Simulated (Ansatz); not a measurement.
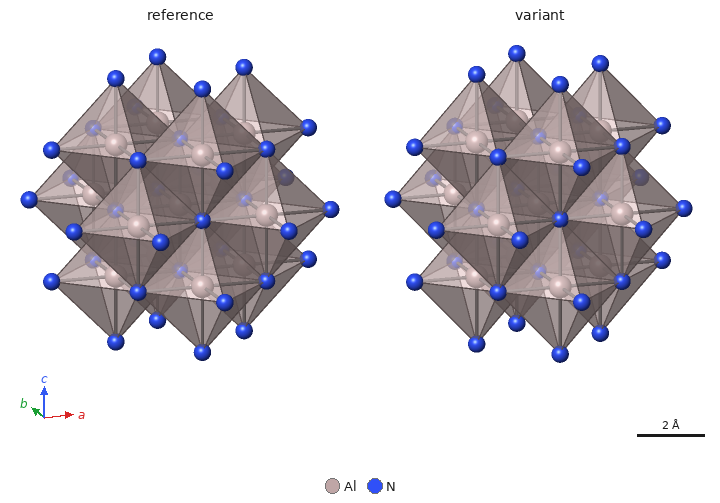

Left: a symmetric starting cell of AlN. Right: the same structure after one change, at the same scale. The picture is a polyhedral view of the conventional cell (4 times the calculation's cell), seen slightly off an axis. Lengths and directions refer to the drawn axes.

Level of theory: Ansatz, DFT PBEsol, scalar-relativistic, plane waves, PAW. Set-up: plane-wave cutoff 420 eV; k-point mesh 10 × 10 × 10; occupations gaussian; smearing width 0.02 eV; no spin polarisation.

Question: What distinguishes the right structure from the left one?

Answer: The cell is strained by +2.4 % along c and −3.6 % across it (volume −4.8 %), the atoms keeping their fractional coordinates. No relaxation follows. The starting cell wasn't computed here and needn't be at equilibrium, so pressure and forces aren't due to the change alone.

Question: How do the computed properties respond?

Answer: Some distances before and after: Al–N 2.035 → 1.962 to 2.084 Å. The space group (tolerance 0.01 Å) goes from Fm-3m (No. 225) to I4/mmm (No. 139). The pressure is 10.6 GPa (not all of it need come from the change, since the unchanged cell can be under pressure at this level too). The principal stresses (compression positive) are −2.2 GPa along c and 17.0 GPa across it. All forces vanish by symmetry.
